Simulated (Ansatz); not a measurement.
# Run report: IrO2, geometry relaxation (part 2 of 2)

The same run, continued: IrO2 (P4₂/mnm, 6 atoms in the cell); DFT PBE, scalar-relativistic, plane waves, PAW, no spin polarisation (Ansatz 0.2.0); cutoff 420 eV, 8×8×12 k-mesh, Gaussian smearing of 0.1 eV. The structure derives from an entry of the Crystallography Open Database.

Geometry of the input (Å; fractional positions):
```
4.5051  0.0000  0.0000
0.0000  4.5051  0.0000
0.0000  0.0000  3.1586
Ir 0.0000  0.0000  0.0000
Ir 0.5000  0.5000  0.5000
O  0.3077  0.3077  0.0000
O  0.1923  0.8077  0.5000
O  0.6923  0.6923  0.0000
O  0.8077  0.1923  0.5000
```

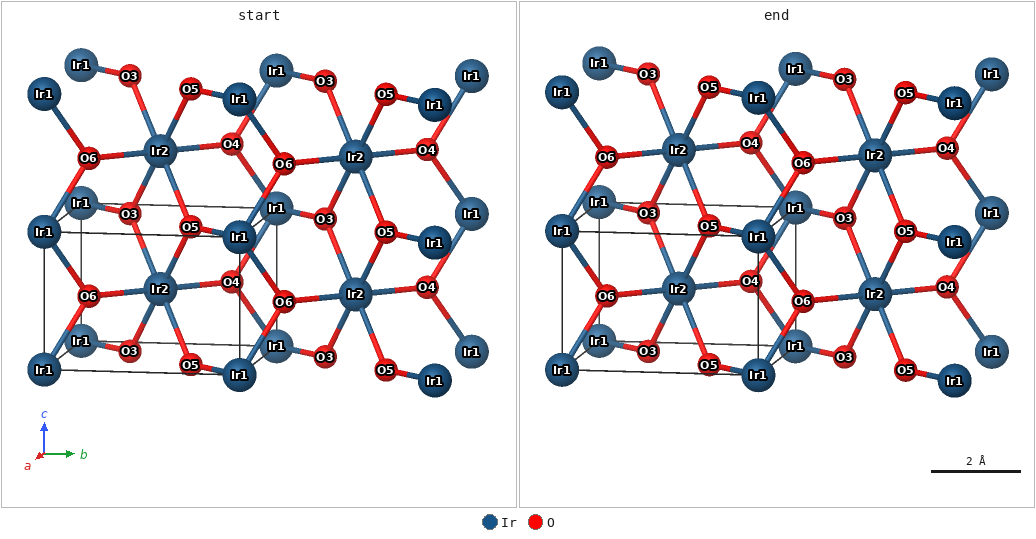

Figure 1. Before (left) and after (right) the relaxation, at one scale (ball-and-stick view of the cell of the calculation, repeated 1 × 2 × 2, seen slightly off an axis). After 4 geometry steps the energy has fallen by 3.0 meV per atom. Largest force component: 0.067 eV/Å at the start, 0.00012 eV/Å at the end. Pressure: 4.98 GPa at the start and 0.01 GPa at the end. 1 further SCF at an unchanged geometry re-selected the plane-wave basis for the new cell. The largest moves relative to the cell, 0.005 Å, are those of O3, O4, O5 and O6. Ir stays in place. The volume changes by +1.7 %, with a = b 4.505 → 4.529 Å (+0.5 %), c 3.159 → 3.180 Å (+0.7 %). Among the contacts that change: Ir1–O3 1.960 → 1.975 Å, Ir1–O4 1.999 → 2.008 Å. The space group stays P4_2/mnm (No. 136). The energy change given includes the shifts at the re-selections in mid-walk, which come without any move. A last SCF at the same geometry on a re-selected plane-wave basis shifts the energy by next to nothing (0.0 meV per atom). (Atoms are counted from 1 in the order of the input.)

```
basis re-selected at this cell: Δ(F+E_penalty+E_count) = -6.800e-5 eV, ΔP = +0.001 GPa vs the last step (what re-selecting the basis moved, of the pressure what is left beyond the Pulay correction that the steps carried, after the strain that the cell walked since its last selection, with what the two solves' SCF thresholds leave and, on support functions, any second-order correction that the steps lacked; it is no measure of the basis error at this ecutwfc). This SCF's stress stands 9.13e-3 GPa from its target on what of the cell is left free (relax.cell.stress_tol is 5.00e-2 GPa) and its largest allowed force component is 1.21e-4 eV/Å (relax.f_tol is 1.00e-2 eV/Å): within both
SCF converged after 4 iterations
Free energy (F): -26135.262064 eV
Harris-Foulkes:  -26135.262064 eV  (|F-HF|=1.82e-11)
Internal energy: -26135.249124 eV  (E = F + TS)
E sigma→0 (E₀):  -26135.255594 eV
Entropy (-TS):   -0.012940 eV (-2.157 meV/atom)
Fermi energy:    14.063661 eV
--- Per-component energies (eV) ---
  E_band       = -476.618511
  E_kinetic    = 1938.690305
  E_local      = -4507.252188  (includes V_loc(G=0)·N_el)
  E_nonlocal   = 338.782956
  E_hartree    = 1663.154821
  E_xc         = -824.663431
  E_vxc        = -968.411477  (∫ρ·V_xc dr)
  E_paw        = -19078.162625  (= ΣΔE_a)
  E_vpaw       = -604.747775  (= ΣTr[D̂ρ^β])
  E_aug_tail   = 0.010050  (compensation charges beyond the density's cutoff)
  E_ewald      = -5665.809012
  E_smearing   = -0.012940  (= −TS)
  E_closure    = -0.000000  (closes the sum)
  Σ components = -26135.262064   (vs F -26135.262064, Δ=0.00e0)
--- Forces (eV/Å), atoms counted from 1 ---
  atom   1  Ir     0.00000000     0.00000000     0.00000000
  atom   2  Ir    -0.00000000    -0.00000000     0.00000000
  atom   3  O     -0.00012083    -0.00012083     0.00000000
  atom   4  O      0.00012083    -0.00012083     0.00000000
  atom   5  O      0.00012083     0.00012083     0.00000000
  atom   6  O     -0.00012083     0.00012083     0.00000000
  max |Σ_I F_I| component: 6.94e-18 eV/Å
--- Stress (GPa, compression-positive) ---
        0.006773       0.000000       0.000000
        0.000000       0.006773       0.000000
        0.000000       0.000000       0.009133
  P = ⅓ Tr σ = 0.0076 GPa (0.076 kbar)
--- Band table (eV; the first three rows and the last of 105) ---
  k-point 0: bands = ["-79.2714", "-79.2700", "-36.2535", "-36.2535", "-36.1467", "-36.1321", "-35.9945", "-35.9945", "-6.9906", "-5.8182", "-4.7784", "-4.7784", "4.4094", "4.6631", "6.2430", "6.2430", "6.3679", "8.9915", "9.2518", "9.2518", "10.5129", "11.1797", "11.1797", "11.5297", "11.7075", "11.7075", "11.7565", "11.8172", "11.9150", "14.7880", "15.2700", "18.1590", "18.1590", "18.1636", "19.6531"]
  k-point 1: bands = ["-79.2712", "-79.2698", "-36.2530", "-36.2530", "-36.1534", "-36.1392", "-35.9936", "-35.9936", "-6.9257", "-5.7824", "-4.8156", "-4.8156", "4.5038", "4.7318", "6.2904", "6.2904", "6.4382", "8.7152", "9.3158", "9.3158", "10.0613", "10.7090", "10.7090", "11.6844", "11.8117", "11.8338", "11.9947", "12.1791", "12.1791", "14.9549", "15.1997", "17.9650", "17.9650", "18.3705", "19.5150"]
  k-point 2: bands = ["-79.2707", "-79.2695", "-36.2515", "-36.2515", "-36.1713", "-36.1587", "-35.9912", "-35.9912", "-6.7411", "-5.6883", "-4.9152", "-4.9152", "4.7776", "4.9254", "6.4268", "6.4268", "6.6475", "8.0843", "9.2730", "9.4756", "9.4756", "10.0934", "10.0934", "11.3194", "11.9627", "12.1052", "12.2236", "12.8068", "12.8068", "14.9966", "15.3813", "17.5218", "17.5218", "18.6717", "19.3952"]
  k-point 104: bands = ["-79.2682", "-79.2682", "-36.2461", "-36.2461", "-36.2408", "-36.2408", "-35.9814", "-35.9814", "-5.4858", "-5.4858", "-5.4019", "-5.4019", "5.9476", "5.9476", "6.3851", "6.3851", "6.7903", "6.7903", "8.4593", "8.4593", "9.8283", "9.8283", "10.8641", "10.8641", "12.2963", "12.2963", "12.8681", "12.8681", "13.5996", "13.5996", "16.2576", "16.2576", "17.2320", "17.2320", "23.3527"]
--- Relaxed structure (5 steps of the walk, 5 accepted, 2 SCFs on fresh bases) ---
  F+E_penalty+E_count = -26135.26206421 eV   max|allowed force component| = 1.208e-4 eV/Å   (the final SCF, on the basis selected at the relaxed cell)
  cell:  # Å, volume = 65.2195 Å³
    - [4.528840756018231, -4.344313457476914e-34, 0.0]
    - [-4.344313457476914e-34, 4.528840756018231, 0.0]
    - [0.0, 0.0, 3.1798236571228595]
  atoms:
    - { symbol: Ir, position: [-2.2710933896155897e-35, -1.604407112658252e-20, 0.0] }
    - { symbol: Ir, position: [0.5000000000000001, 0.5000000000000001, 0.5000000000000001] }
    - { symbol: O, position: [0.30841606647759956, 0.30841606647759956, 0.0] }
    - { symbol: O, position: [0.19158393352240044, 0.8084160664775996, 0.5000000000000001] }
    - { symbol: O, position: [0.6915839335224006, 0.6915839335224006, 0.0] }
    - { symbol: O, position: [0.8084160664775996, 0.19158393352240044, 0.5000000000000001] }
```

Trajectory as extended XYZ (Å, eV, eV/Å), 7 frames, from step=1 to step=7
```
6
Lattice="4.5051 0.0000 0.0000 0.0000 4.5051 0.0000 0.0000 0.0000 3.1586" Properties=species:S:1:pos:R:3:forces:R:3 step=1 energy=-26135.24401 pressure_GPa=4.98
Ir    0.0000    0.0000    0.0000    0.0000   0.0000   0.0000
Ir    2.2525    2.2525    1.5793    0.0000   0.0000   0.0000
O     1.3862    1.3862    0.0000    0.0666   0.0666   0.0000
O     0.8663    3.6388    1.5793   -0.0666   0.0666   0.0000
O     3.1189    3.1189    0.0000   -0.0666  -0.0666   0.0000
O     3.6388    0.8663    1.5793    0.0666  -0.0666   0.0000
6
Lattice="4.5235 0.0000 0.0000 0.0000 4.5235 0.0000 0.0000 0.0000 3.1829" Properties=species:S:1:pos:R:3:forces:R:3 step=2 energy=-26135.25659 pressure_GPa=0.14
Ir    0.0000    0.0000    0.0000    0.0000   0.0000   0.0000
Ir    2.2617    2.2617    1.5915    0.0000   0.0000   0.0000
O     1.3953    1.3953    0.0000    0.0149   0.0149   0.0000
O     0.8665    3.6570    1.5915   -0.0149   0.0149   0.0000
O     3.1282    3.1282    0.0000   -0.0149  -0.0149   0.0000
O     3.6570    0.8665    1.5915    0.0149  -0.0149   0.0000
6
Lattice="4.5283 0.0000 0.0000 0.0000 4.5283 0.0000 0.0000 0.0000 3.1793" Properties=species:S:1:pos:R:3:forces:R:3 step=3 energy=-26135.25648 pressure_GPa=-0.03
Ir    0.0000    0.0000    0.0000    0.0000   0.0000   0.0000
Ir    2.2642    2.2642    1.5897    0.0000   0.0000   0.0000
O     1.3963    1.3963    0.0000    0.0092   0.0092   0.0000
O     0.8679    3.6604    1.5897   -0.0092   0.0092   0.0000
O     3.1321    3.1321    0.0000   -0.0092  -0.0092   0.0000
O     3.6604    0.8679    1.5897    0.0092  -0.0092   0.0000
6
Lattice="4.5283 0.0000 0.0000 0.0000 4.5283 0.0000 0.0000 0.0000 3.1793" Properties=species:S:1:pos:R:3:forces:R:3 step=4 energy=-26135.26210 pressure_GPa=0.11
Ir    0.0000    0.0000    0.0000    0.0000   0.0000   0.0000
Ir    2.2642    2.2642    1.5897    0.0000   0.0000   0.0000
O     1.3963    1.3963    0.0000    0.0091   0.0091   0.0000
O     0.8679    3.6604    1.5897   -0.0091   0.0091   0.0000
O     3.1321    3.1321    0.0000   -0.0091  -0.0091   0.0000
O     3.6604    0.8679    1.5897    0.0091  -0.0091   0.0000
6
Lattice="4.5284 0.0000 0.0000 0.0000 4.5284 0.0000 0.0000 0.0000 3.1796" Properties=species:S:1:pos:R:3:forces:R:3 step=5 energy=-26135.26206 pressure_GPa=0.08
Ir    0.0000    0.0000    0.0000    0.0000   0.0000   0.0000
Ir    2.2642    2.2642    1.5898    0.0000   0.0000   0.0000
O     1.3968    1.3968    0.0000   -0.0057  -0.0057   0.0000
O     0.8674    3.6611    1.5898    0.0057  -0.0057   0.0000
O     3.1316    3.1316    0.0000    0.0057   0.0057   0.0000
O     3.6611    0.8674    1.5898   -0.0057   0.0057   0.0000
6
Lattice="4.5288 0.0000 0.0000 0.0000 4.5288 0.0000 0.0000 0.0000 3.1798" Properties=species:S:1:pos:R:3:forces:R:3 step=6 energy=-26135.26200 pressure_GPa=0.01
Ir    0.0000    0.0000    0.0000    0.0000   0.0000   0.0000
Ir    2.2644    2.2644    1.5899    0.0000   0.0000   0.0000
O     1.3968    1.3968    0.0000   -0.0001  -0.0001   0.0000
O     0.8677    3.6612    1.5899    0.0001  -0.0001   0.0000
O     3.1321    3.1321    0.0000    0.0001   0.0001   0.0000
O     3.6612    0.8677    1.5899   -0.0001   0.0001   0.0000
6
Lattice="4.5288 0.0000 0.0000 0.0000 4.5288 0.0000 0.0000 0.0000 3.1798" Properties=species:S:1:pos:R:3:forces:R:3 step=7 energy=-26135.26206 pressure_GPa=0.01
Ir    0.0000    0.0000    0.0000    0.0000   0.0000   0.0000
Ir    2.2644    2.2644    1.5899    0.0000   0.0000   0.0000
O     1.3968    1.3968    0.0000   -0.0001  -0.0001   0.0000
O     0.8677    3.6612    1.5899    0.0001  -0.0001   0.0000
O     3.1321    3.1321    0.0000    0.0001   0.0001   0.0000
O     3.6612    0.8677    1.5899   -0.0001   0.0001   0.0000
```

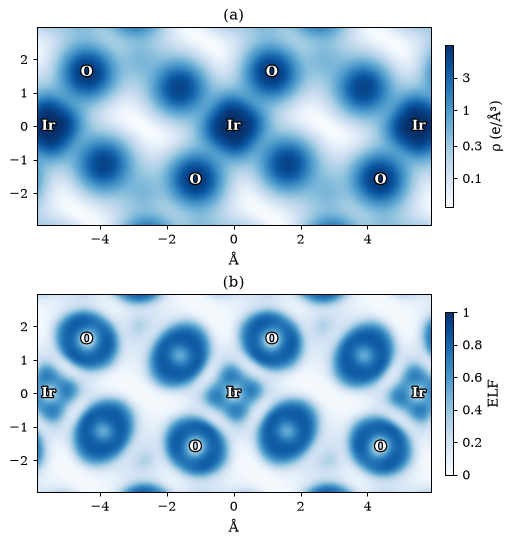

Figure 2. (a) valence electron density; (b) ELF on the (111) plane of the conventional cell. The plane passes through Ir and O nuclei. Ir–O (1.98 Å): ρ is about 0.93 e/Å³ halfway; the ELF is about 0.20 at the midpoint (no shared pair; the contact is polar). Away from the nuclei the density in this plane falls to 0.04 e/Å³ at its lowest. The strong features right at Ir lie inside the PAW spheres (semicore, d or f shells) and say nothing about bonding. Core electrons are frozen (PAW), so the fields are smoothed inside the atomic spheres.

Results in brief

| quantity | value |
| --- | --- |
| outcome | converged |
| space group (tolerance 0.01 Å) | P4₂/mnm (136) |
| electrons treated | 58 |
| free energy | −26135.2621 eV |
| Fermi energy | 14.064 eV |
| gap on the k-point mesh | none (metallic) |
| pressure | 0.01 GPa |
| final volume | 65.22 Å³ |
| largest force (length of the vector) at the end | under 0.001 eV/Å |
| final cell | a = 4.529 Å, b = 4.529 Å, c = 3.180 Å, α = 90.00°, β = 90.00°, γ = 90.00° |
| hardware | 4 threads of Intel Xeon @ 2.50GHz (Skylake/Cascade Lake), 12 GiB of memory available, shared host |
| wall time | 41 s (CPU time 2.2 min) |
| peak memory | 0.72 GiB |

Remarks

Spin–orbit coupling is left out, which matters for Ir.
